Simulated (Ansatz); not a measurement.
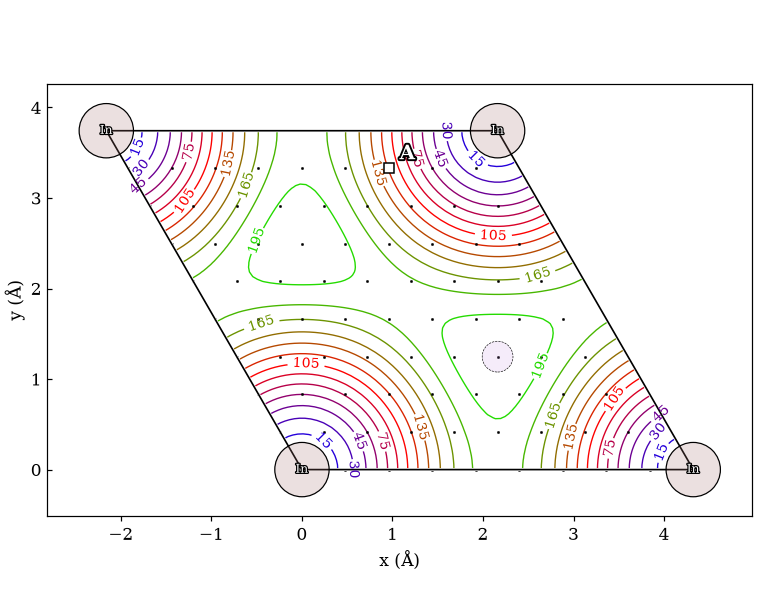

H on an InAs(111) slab cut from the F-43m phase, its upper half relaxed before the scan (4 atoms of substrate and one adsorbate in a 1 × 1 cell). H is moved over the surface cell at a fixed height above a rigid substrate; the origin of the map has the adsorbate above In4; the height is held at 3.30 Å. Places are given modulo a cell vector. The map is drawn in real space over the plane of the surface. The grid has 9 × 9 points; 19 points were computed and 62 follow by symmetry. Energies: meV, counted from the lowest grid point. The runs have no spin polarisation, so an open-shell adsorbate far from the surface lies too high. With one adsorbate in each 1 × 1 cell, its nearest image is 4.3 Å away, so neighbouring adsorbates interact. At a fixed height the lowest place need not be the adsorption site. Level of theory: DFT PBE+D3(BJ), scalar-relativistic, plane waves, PAW (Ansatz). Settings: cutoff 420 eV, k-mesh 6×6×1, gaussian smearing 0.1 eV, no spin polarisation.

In the figure: contour lines labelled in meV, dots at the grid points, labelled circles for the atoms of the top layer and small ones for the second layer, the outline of one cell of the plane, the point A. Between grid points the surface is interpolated.

### Is A at rest? If not, where is it pushed?

A, at (6/9, 8/9) of the cell vectors, is not a stationary point. The computed force is 0.13 eV/Å in the plane, pointing right in the picture (components 0.12 and 0.04 eV/Å).

PAW datasets: the set soft_1.
